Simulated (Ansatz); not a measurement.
## Geometry relaxation of Ta (part 3 of 3)

The same run, continued: Ta (slab, 16 atoms in the cell); DFT PBE+D3(BJ), scalar-relativistic, plane waves, PAW, no spin polarisation (Ansatz 0.2.0); cutoff 420 eV, 5×5×1 k-mesh, Gaussian smearing of 0.1 eV. The structure derives from an entry of the Crystallography Open Database. The input holds or restrains some coordinates. Forces given for the steps count only the free coordinates. It belongs to a series of runs on one base structure; here: clean slab, lower half held.

Geometry of the input (Å; fractional positions):
```
5.9137  0.0000  0.0000
0.0000  5.9137  0.0000
0.0000  0.0000  23.2724
Ta 0.2500  0.2500  0.3652
Ta 0.2500  0.7500  0.3652
Ta 0.7500  0.2500  0.3652
Ta 0.7500  0.7500  0.3652
Ta 0.5000  0.5000  0.4551
Ta 0.5000  0.0000  0.4551
Ta 0.0000  0.5000  0.4551
Ta 0.0000  0.0000  0.4551
Ta 0.7500  0.7500  0.5449
Ta 0.7500  0.2500  0.5449
Ta 0.2500  0.7500  0.5449
Ta 0.2500  0.2500  0.5449
Ta 0.0000  0.0000  0.6348
Ta 0.0000  0.5000  0.6348
Ta 0.5000  0.0000  0.6348
Ta 0.5000  0.5000  0.6348
```

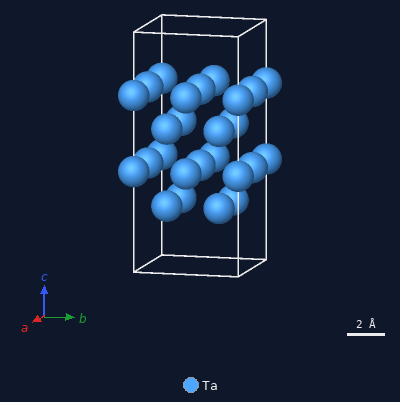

**Figure 1.** The geometry at step 3 of the log (spheres-only view of the cell of the calculation, with the vacuum cut short, seen slightly off an axis).

Log, continued:
```
  k-point 0: bands = ["-64.0211", "-63.9951", "-63.9842", "-63.9842", "-63.9593", "-63.9593", "-63.9519", "-63.9272", "-63.6696", "-63.6245", "-63.6231", "-63.6231", "-63.6118", "-63.6118", "-63.5905", "-63.5790", "-30.8783", "-30.8783", "-30.8327", "-30.8327", "-30.8029", "-30.8029", "-30.7779", "-30.7554", "-30.7554", "-30.7366", "-30.7366", "-30.7146", "-30.7146", "-30.6850", "-30.4798", "-30.4469", "-30.3983", "-30.3983", "-30.3039", "-30.3039", "-30.2951", "-30.2951", "-30.2358", "-30.2358", "-30.2161", "-30.2123", "-30.2123", "-30.1894", "-30.1894", "-30.1460", "-30.1460", "-30.1089", "-30.1089", "-30.0701", "-30.0687", "-29.9860", "-29.9860", "-29.9754", "-29.9754", "-29.8959", "-29.8959", "-29.8819", "-29.8163", "-29.8163", "-29.8161", "-29.8161", "-29.7720", "-29.7720", "-3.6688", "-2.3267", "-0.7504", "-0.4182", "-0.3769", "-0.3769", "-0.3469", "-0.3469", "-0.0680", "-0.0492", "0.5099", "0.5099", "0.5745", "0.5745", "0.7564", "0.8418", "0.8876", "0.9403", "0.9403", "1.3422", "2.0391", "2.0391", "2.7135", "2.9115", "2.9115", "2.9441", "2.9441", "3.2517", "3.2517", "3.2815", "3.2815", "3.3452", "3.6902", "3.7695", "3.7695", "3.7729", "3.7729", "3.8204", "4.1889", "4.1889", "4.3769", "4.3769", "4.4095", "4.4095", "4.5429", "4.5429", "4.5496", "4.5496", "4.7526", "4.7526", "5.2796", "5.2796", "5.3079", "5.3079", "5.4420", "5.5013", "5.6310", "5.6310", "6.2243", "6.2316", "6.7507"]
  k-point 1: bands = ["-64.0176", "-63.9917", "-63.9878", "-63.9811", "-63.9627", "-63.9562", "-63.9550", "-63.9302", "-63.6658", "-63.6292", "-63.6227", "-63.6200", "-63.6114", "-63.6087", "-63.5936", "-63.5822", "-30.8651", "-30.8299", "-30.8177", "-30.7969", "-30.7878", "-30.7654", "-30.7626", "-30.7440", "-30.7317", "-30.7309", "-30.7018", "-30.7002", "-30.6820", "-30.6808", "-30.5078", "-30.4772", "-30.3671", "-30.3668", "-30.3326", "-30.3207", "-30.3130", "-30.3104", "-30.2747", "-30.2620", "-30.2275", "-30.1915", "-30.1901", "-30.1900", "-30.1820", "-30.1614", "-30.1582", "-30.1548", "-30.1169", "-30.0582", "-30.0555", "-29.9966", "-29.9895", "-29.9800", "-29.9677", "-29.9422", "-29.8914", "-29.8674", "-29.8665", "-29.8594", "-29.8385", "-29.8225", "-29.7969", "-29.7727", "-3.4112", "-2.0949", "-0.7578", "-0.5321", "-0.4530", "-0.1882", "-0.1285", "-0.0992", "0.0868", "0.1045", "0.2253", "0.7321", "0.7961", "0.8779", "0.9361", "0.9388", "0.9641", "1.1429", "1.1469", "1.4979", "2.0157", "2.0408", "2.5329", "2.5781", "2.6126", "2.8087", "2.9619", "3.1393", "3.1836", "3.2060", "3.2622", "3.2777", "3.5361", "3.5466", "3.7456", "3.8215", "3.8770", "3.9903", "3.9976", "4.0080", "4.0891", "4.1067", "4.1148", "4.2438", "4.6375", "4.6554", "4.7000", "4.8222", "4.8226", "4.8604", "5.1254", "5.2240", "5.4033", "5.4784", "5.5294", "5.5621", "5.5677", "5.6568", "5.9689", "5.9848", "6.4130"]
  k-point 2: bands = ["-64.0084", "-63.9970", "-63.9828", "-63.9731", "-63.9717", "-63.9631", "-63.9482", "-63.9383", "-63.6555", "-63.6418", "-63.6182", "-63.6136", "-63.6118", "-63.6018", "-63.6005", "-63.5904", "-30.8329", "-30.8032", "-30.7813", "-30.7490", "-30.7372", "-30.7305", "-30.7141", "-30.6981", "-30.6961", "-30.6775", "-30.6686", "-30.6474", "-30.6455", "-30.6068", "-30.5072", "-30.4986", "-30.4719", "-30.4295", "-30.3934", "-30.3666", "-30.3132", "-30.3064", "-30.2728", "-30.2564", "-30.2532", "-30.2054", "-30.1990", "-30.1832", "-30.1777", "-30.1625", "-30.1376", "-30.1216", "-30.1172", "-30.0884", "-30.0308", "-30.0258", "-30.0066", "-29.9980", "-29.9912", "-29.9894", "-29.9851", "-29.9260", "-29.8975", "-29.8788", "-29.8655", "-29.8603", "-29.7832", "-29.7757", "-2.7007", "-1.7131", "-1.5059", "-0.8547", "-0.0878", "0.1599", "0.3391", "0.4343", "0.4633", "0.4720", "0.4771", "0.8160", "1.0016", "1.0750", "1.0763", "1.1091", "1.4737", "1.6642", "1.6687", "1.8860", "1.9825", "1.9904", "2.0167", "2.0473", "2.0567", "2.5691", "2.5953", "2.7583", "3.0050", "3.1186", "3.1923", "3.3050", "3.3800", "3.4345", "3.4587", "3.4679", "3.5048", "3.8290", "3.8772", "3.9831", "4.2199", "4.3541", "4.4425", "4.4778", "4.4871", "4.6286", "4.9466", "4.9527", "4.9771", "4.9980", "5.0077", "5.0108", "5.0394", "5.1930", "5.3449", "5.6052", "5.6146", "5.6513", "5.6675", "5.7826", "5.9336"]
  k-point 5: bands = ["-63.9962", "-63.9853", "-63.9853", "-63.9748", "-63.9708", "-63.9602", "-63.9602", "-63.9499", "-63.6418", "-63.6287", "-63.6287", "-63.6166", "-63.6108", "-63.6048", "-63.6048", "-63.5975", "-30.6933", "-30.6933", "-30.6922", "-30.6811", "-30.6419", "-30.6416", "-30.6416", "-30.6199", "-30.6135", "-30.6135", "-30.6106", "-30.5722", "-30.5722", "-30.5562", "-30.5521", "-30.5134", "-30.4775", "-30.4352", "-30.4158", "-30.4158", "-30.4067", "-30.3829", "-30.3716", "-30.3716", "-30.3163", "-30.2856", "-30.2856", "-30.2312", "-30.2040", "-30.1722", "-30.1722", "-30.1064", "-30.0763", "-30.0643", "-30.0383", "-30.0337", "-30.0337", "-29.9925", "-29.9925", "-29.9919", "-29.9504", "-29.9386", "-29.9386", "-29.9284", "-29.9201", "-29.9120", "-29.9120", "-29.8740", "-1.7884", "-0.9050", "-0.9050", "-0.6206", "-0.2739", "0.0648", "0.0648", "0.7408", "0.8787", "1.1830", "1.2055", "1.2055", "1.3033", "1.6064", "1.6064", "1.6272", "1.8257", "2.0412", "2.0594", "2.0594", "2.1396", "2.2966", "2.4204", "2.4633", "2.5140", "2.5140", "2.5596", "2.5596", "2.6697", "2.6697", "2.7883", "2.8652", "2.8882", "3.0724", "3.1775", "3.1775", "3.3167", "3.3167", "3.4700", "3.5866", "4.2294", "4.2947", "4.3046", "4.3542", "4.3542", "4.4353", "4.4821", "4.4821", "4.5082", "4.5082", "4.8010", "4.8010", "4.9208", "5.0084", "5.0781", "5.4020", "5.4672", "5.5234", "5.5234", "5.7052", "5.7052"]
--- Relaxed structure (5 steps of the walk, 4 accepted, 0 SCFs on fresh bases) ---
  F+E_penalty+E_count = -158909.21055097 eV   max|allowed force component| = 1.589e-3 eV/Å
  atoms:
    - { symbol: Ta, position: [0.25, 0.25, 0.36523942840000007] }
    - { symbol: Ta, position: [0.25, 0.7500000000000001, 0.36523942840000007] }
    - { symbol: Ta, position: [0.7500000000000001, 0.25, 0.36523942840000007] }
    - { symbol: Ta, position: [0.7500000000000001, 0.7500000000000001, 0.36523942840000007] }
    - { symbol: Ta, position: [0.5, 0.5, 0.45507980950000004] }
    - { symbol: Ta, position: [0.5, 0.0, 0.45507980950000004] }
    - { symbol: Ta, position: [0.0, 0.5, 0.45507980950000004] }
    - { symbol: Ta, position: [0.0, 0.0, 0.45507980950000004] }
    - { symbol: Ta, position: [0.7500000000000001, 0.7500000000000001, 0.550431115740588] }
    - { symbol: Ta, position: [0.7500000000000001, 0.25, 0.550431115740588] }
    - { symbol: Ta, position: [0.25, 0.7500000000000001, 0.550431115740588] }
    - { symbol: Ta, position: [0.25, 0.25, 0.550431115740588] }
    - { symbol: Ta, position: [1.0202745139281478e-34, -4.5408258642796534e-35, 0.6377065659624375] }
    - { symbol: Ta, position: [-1.1093259054181356e-34, 0.5, 0.6377065659624375] }
    - { symbol: Ta, position: [0.5, 4.1090856358951586e-35, 0.6377065659624375] }
    - { symbol: Ta, position: [0.5, 0.5, 0.6377065659624375] }
```

Trajectory as extended XYZ (Å, eV, eV/Å), 5 frames, from step=1 to step=5:
```
16
Lattice="5.9137 0.0000 0.0000 0.0000 5.9137 0.0000 0.0000 0.0000 23.2724" Properties=species:S:1:pos:R:3:forces:R:3 step=1 energy=-158908.99873
Ta    1.4784    1.4784    8.5000    0.0000   0.0000   0.4256
Ta    1.4784    4.4353    8.5000    0.0000   0.0000   0.4256
Ta    4.4353    1.4784    8.5000    0.0000   0.0000   0.4256
Ta    4.4353    4.4353    8.5000    0.0000   0.0000   0.4256
Ta    2.9568    2.9568   10.5908    0.0000   0.0000  -1.0451
Ta    2.9568    0.0000   10.5908    0.0000   0.0000  -1.0451
Ta    0.0000    2.9568   10.5908    0.0000   0.0000  -1.0451
Ta    0.0000    0.0000   10.5908    0.0000   0.0000  -1.0451
Ta    4.4353    4.4353   12.6816    0.0000   0.0000   1.0452
Ta    4.4353    1.4784   12.6816    0.0000   0.0000   1.0452
Ta    1.4784    4.4353   12.6816    0.0000   0.0000   1.0452
Ta    1.4784    1.4784   12.6816    0.0000   0.0000   1.0452
Ta    0.0000    0.0000   14.7724    0.0000   0.0000  -0.4257
Ta    0.0000    2.9568   14.7724    0.0000   0.0000  -0.4257
Ta    2.9568    0.0000   14.7724    0.0000   0.0000  -0.4257
Ta    2.9568    2.9568   14.7724    0.0000   0.0000  -0.4257
16
Lattice="5.9137 0.0000 0.0000 0.0000 5.9137 0.0000 0.0000 0.0000 23.2724" Properties=species:S:1:pos:R:3:forces:R:3 step=2 energy=-158908.80608 accepted=F
Ta    1.4784    1.4784    8.5000    0.0000   0.0000   0.4163
Ta    1.4784    4.4353    8.5000    0.0000   0.0000   0.4163
Ta    4.4353    1.4784    8.5000    0.0000   0.0000   0.4163
Ta    4.4353    4.4353    8.5000    0.0000   0.0000   0.4163
Ta    2.9568    2.9568   10.5908    0.0000   0.0000  -0.0404
Ta    2.9568    0.0000   10.5908    0.0000   0.0000  -0.0404
Ta    0.0000    2.9568   10.5908    0.0000   0.0000  -0.0404
Ta    0.0000    0.0000   10.5908    0.0000   0.0000  -0.0404
Ta    4.4353    4.4353   12.8762    0.0000   0.0000  -1.6969
Ta    4.4353    1.4784   12.8762    0.0000   0.0000  -1.6969
Ta    1.4784    4.4353   12.8762    0.0000   0.0000  -1.6969
Ta    1.4784    1.4784   12.8762    0.0000   0.0000  -1.6969
Ta    0.0000    0.0000   14.7650    0.0000   0.0000   1.3206
Ta    0.0000    2.9568   14.7650    0.0000   0.0000   1.3206
Ta    2.9568    0.0000   14.7650    0.0000   0.0000   1.3206
Ta    2.9568    2.9568   14.7650    0.0000   0.0000   1.3206
16
Lattice="5.9137 0.0000 0.0000 0.0000 5.9137 0.0000 0.0000 0.0000 23.2724" Properties=species:S:1:pos:R:3:forces:R:3 step=3 energy=-158909.19841
Ta    1.4784    1.4784    8.5000    0.0000   0.0000   0.4372
Ta    1.4784    4.4353    8.5000    0.0000   0.0000   0.4372
Ta    4.4353    1.4784    8.5000    0.0000   0.0000   0.4372
Ta    4.4353    4.4353    8.5000    0.0000   0.0000   0.4372
Ta    2.9568    2.9568   10.5908    0.0000   0.0000  -0.6061
Ta    2.9568    0.0000   10.5908    0.0000   0.0000  -0.6061
Ta    0.0000    2.9568   10.5908    0.0000   0.0000  -0.6061
Ta    0.0000    0.0000   10.5908    0.0000   0.0000  -0.6061
Ta    4.4353    4.4353   12.7750    0.0000   0.0000   0.1956
Ta    4.4353    1.4784   12.7750    0.0000   0.0000   0.1956
Ta    1.4784    4.4353   12.7750    0.0000   0.0000   0.1956
Ta    1.4784    1.4784   12.7750    0.0000   0.0000   0.1956
Ta    0.0000    0.0000   14.8084    0.0000   0.0000  -0.0268
Ta    0.0000    2.9568   14.8084    0.0000   0.0000  -0.0268
Ta    2.9568    0.0000   14.8084    0.0000   0.0000  -0.0268
Ta    2.9568    2.9568   14.8084    0.0000   0.0000  -0.0268
16
Lattice="5.9137 0.0000 0.0000 0.0000 5.9137 0.0000 0.0000 0.0000 23.2724" Properties=species:S:1:pos:R:3:forces:R:3 step=4 energy=-158909.20990
Ta    1.4784    1.4784    8.5000    0.0000   0.0000   0.4291
Ta    1.4784    4.4353    8.5000    0.0000   0.0000   0.4291
Ta    4.4353    1.4784    8.5000    0.0000   0.0000   0.4291
Ta    4.4353    4.4353    8.5000    0.0000   0.0000   0.4291
Ta    2.9568    2.9568   10.5908    0.0000   0.0000  -0.3943
Ta    2.9568    0.0000   10.5908    0.0000   0.0000  -0.3943
Ta    0.0000    2.9568   10.5908    0.0000   0.0000  -0.3943
Ta    0.0000    0.0000   10.5908    0.0000   0.0000  -0.3943
Ta    4.4353    4.4353   12.8172    0.0000   0.0000  -0.0618
Ta    4.4353    1.4784   12.8172    0.0000   0.0000  -0.0618
Ta    1.4784    4.4353   12.8172    0.0000   0.0000  -0.0618
Ta    1.4784    1.4784   12.8172    0.0000   0.0000  -0.0618
Ta    0.0000    0.0000   14.8452    0.0000   0.0000   0.0270
Ta    0.0000    2.9568   14.8452    0.0000   0.0000   0.0270
Ta    2.9568    0.0000   14.8452    0.0000   0.0000   0.0270
Ta    2.9568    2.9568   14.8452    0.0000   0.0000   0.0270
16
Lattice="5.9137 0.0000 0.0000 0.0000 5.9137 0.0000 0.0000 0.0000 23.2724" Properties=species:S:1:pos:R:3:forces:R:3 step=5 energy=-158909.21055
Ta    1.4784    1.4784    8.5000    0.0000   0.0000   0.4309
Ta    1.4784    4.4353    8.5000    0.0000   0.0000   0.4309
Ta    4.4353    1.4784    8.5000    0.0000   0.0000   0.4309
Ta    4.4353    4.4353    8.5000    0.0000   0.0000   0.4309
Ta    2.9568    2.9568   10.5908    0.0000   0.0000  -0.4330
Ta    2.9568    0.0000   10.5908    0.0000   0.0000  -0.4330
Ta    0.0000    2.9568   10.5908    0.0000   0.0000  -0.4330
Ta    0.0000    0.0000   10.5908    0.0000   0.0000  -0.4330
Ta    4.4353    4.4353   12.8099    0.0000   0.0000   0.0016
Ta    4.4353    1.4784   12.8099    0.0000   0.0000   0.0016
Ta    1.4784    4.4353   12.8099    0.0000   0.0000   0.0016
Ta    1.4784    1.4784   12.8099    0.0000   0.0000   0.0016
Ta    0.0000    0.0000   14.8410    0.0000   0.0000   0.0004
Ta    0.0000    2.9568   14.8410    0.0000   0.0000   0.0004
Ta    2.9568    0.0000   14.8410    0.0000   0.0000   0.0004
Ta    2.9568    2.9568   14.8410    0.0000   0.0000   0.0004
```

Key numbers:

```tsv
quantity	value
outcome	converged under the restraints of the input
electrons treated	208
free energy	−158909.2106 eV
work function, top face	4.48 eV
work function, bottom face	4.55 eV
Fermi energy	4.085 eV
gap on the k-point mesh	none (metallic)
final volume	813.87 Å³
work function (upper face)	4.48 eV
largest force (length of the vector) at the end, held atoms and coordinates included	0.433 eV/Å
hardware	2 threads of Intel Xeon (Granite Rapids), 32 GiB of memory available, shared host
wall time	97 s (CPU time 3 min)
peak memory	1.5 GiB
```

Spin–orbit coupling is left out, which matters for Ta.
